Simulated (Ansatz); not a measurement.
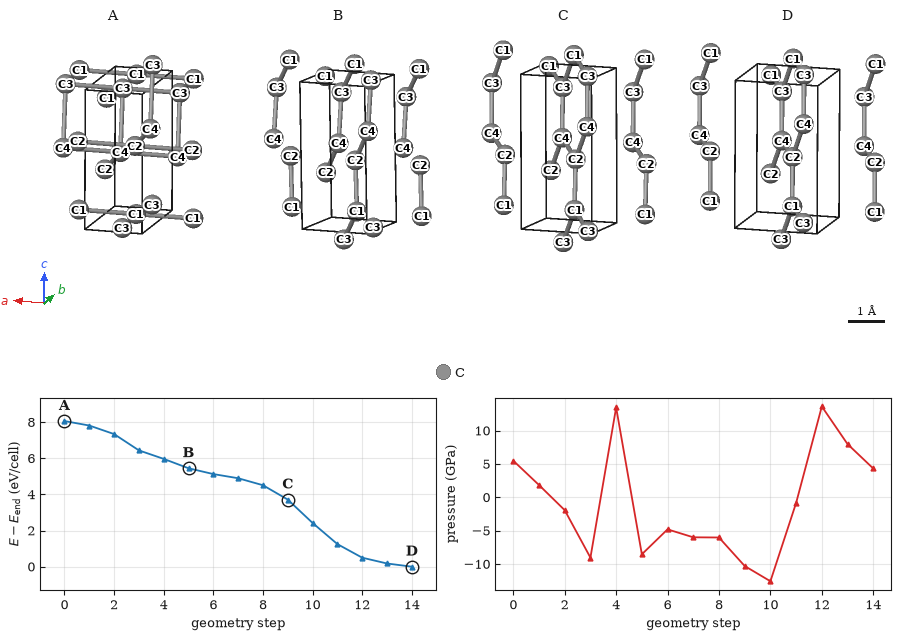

Frames of a relaxation of crystalline C (a generated structure, set up in P1) (coarse preliminary run), marked on the history of the run. Style: ball-and-stick. Shown: the cell of the calculation, from a free direction.

Computed with DFT PBE, scalar-relativistic, plane waves, PAW (Ansatz 0.2.0).

Input file:
```yaml
crystal:
  lattice:
    - [-0.0013114224, -1.6739623259, -0.0203098274]
    - [-3.3953693103, -0.0026228448, -0.021008425]
    - [-0.025559315, -0.0494187712, -4.0283810179]
  atoms:
    - { symbol: C, position: [0.4921334803, 0.7459378229, 0.0012501351] }
    - { symbol: C, position: [0.5303227104, 0.7728141969, 0.483356246] }
    - { symbol: C, position: [0.4726644445, 0.2455713453, -0.0143810873] }
    - { symbol: C, position: [0.5048793648, 0.2356766349, 0.5297747063] }
basis:
  ecutwfc: 420
kpoints:
  mp_grid: { grid: [12, 6, 6] }
hamiltonian:
  xc: pbe
scf:
  occupations: { method: gaussian, width: 0.2 }
  lower_state_search: "off"
output:
  forces: true
  stress: true
  eigenvalues: true
relax:
  adjacent_minimum: "off"
  f_tol: 0.025
  max_steps: 60
  cell: { stress_tol: 0.25 }
```

Run as
```bash
ansatz run input.yaml --threads 1 --pin off --max-ram 2560MiB --backend cpu --events-out ev --progress --plain --runs-dir out
```

Question: What happens along the run?

Answer: The run was cut off at its time limit before the relaxation converged, so the last structure is only a point on the way. Over 14 geometry steps the energy falls by 8.062 eV per cell of the calculation. The largest force component goes from 1.6 to 0.29 eV/Å. The pressure goes from 5.49 to 4.32 GPa. C1 moves most relative to the cell: 0.35 Å along +c. Cell: a 1.674 → 2.410 Å (+44.0 %), b 3.395 → 2.474 Å (−27.1 %), c 4.029 → 4.275 Å (+6.1 %), α 89.3° → 90.1°, β 88.6° → 89.4°, γ 89.9° → 90.1°. Volume +11.4 %. Among the contacts that change: C1–C2 2.087 → 2.845 Å, C1–C1 1.674 → 2.410 Å, C1–C2 (another image) 1.948 → 1.430 Å, C3–C4 1.837 → 1.425 Å. New bonds form, among them: C1–C2 (1.95 → 1.43 Å). Among the angles between lasting bonds that change: C1–C3–C1 175.2° → 120.3°, C4–C2–C4 167.1° → 120.3°, C1–C3–C4 90.4° → 120.1°. Within 0.06 Å the space group is P1 at the start and P6/mmm at the end; at a tighter tolerance small leftover displacements or strains of the cell lower it. Cost: 4.1 min on 1 thread of Intel(R) Xeon(R) Processor @ 2.50GHz (Skylake/Cascade Lake) (shared host), peak memory 0.38 GiB. From step 0 to 5: C1 moves most (0.39 Å), volume +21.5 %, energy −2.614 eV per cell of the calculation. From step 5 to 9: C1 moves most (0.10 Å), volume −6.1 %, energy −1.734 eV per cell of the calculation. From step 9 to 14: C2 moves most (0.06 Å), volume −2.5 %, energy −3.714 eV per cell of the calculation.

```csv
step,"E − E(0), meV/atom","largest force component, eV/Å","pressure, GPa","volume, Å³/atom"
0,0.00,1.5737,5.49,5.723
1,-62.03,2.2028,1.84,5.811
2,-180.37,2.5520,-1.92,5.960
3,-406.01,2.1100,-9.04,6.375
4,-523.79,5.2841,13.47,6.716
5,-653.49,1.4003,-8.54,6.956
6,-733.96,0.4530,-4.80,7.136
7,-791.48,0.5231,-5.99,6.975
8,-888.23,1.2799,-6.02,6.739
9,-1087.05,2.0139,-10.29,6.534
10,-1410.37,2.4043,-12.58,6.323
11,-1703.05,1.3116,-0.84,6.109
12,-1891.10,0.3705,13.62,6.041
13,-1971.47,0.3146,7.98,6.215
14,-2015.56,0.2905,4.32,6.374
```
